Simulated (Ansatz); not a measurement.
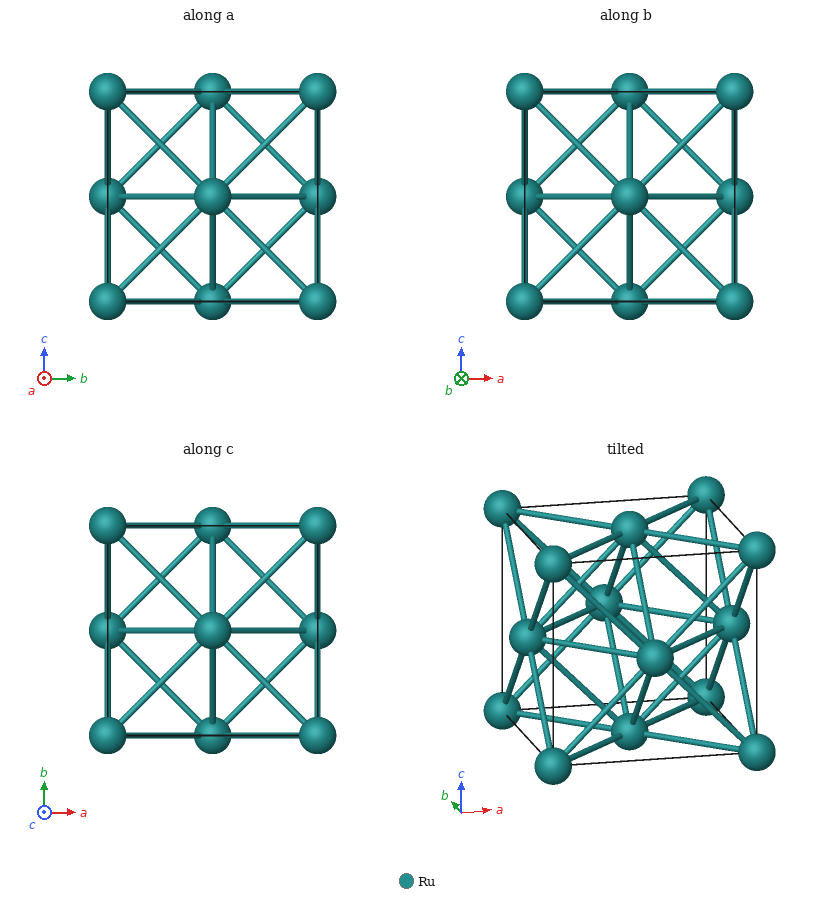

We look at a ball-and-stick model of the crystal along the a axis, along the b axis, along the c axis and slightly off an axis. The lines enclose the conventional unit cell; boundary atoms appear with their images.

Lattice parameters: a = 3.7474 Å, b = 3.7474 Å, c = 3.7474 Å, α = 90.000°, β = 90.000°, γ = 90.000°.

### Convert the drawing into a CIF with its space group and independent sites.

```cif
data_structure
_symmetry_space_group_name_H-M 'F m -3 m'
_symmetry_Int_Tables_number 225
_cell_length_a 3.7474
_cell_length_b 3.7474
_cell_length_c 3.7474
_cell_angle_alpha 90.000
_cell_angle_beta 90.000
_cell_angle_gamma 90.000
_cell_volume 52.62
loop_
_atom_site_label
_atom_site_type_symbol
_atom_site_symmetry_multiplicity
_atom_site_Wyckoff_symbol
_atom_site_fract_x
_atom_site_fract_y
_atom_site_fract_z
_atom_site_occupancy
Ru1 Ru 4 a 0.0000 0.0000 0.0000 1
```

Starting structure: a structure type filled with this element by a generator (whether the element takes this form wasn't checked). Earlier steps of the study may have refined or changed the cell and positions. Ansatz was used for an electronic-structure calculation on it.
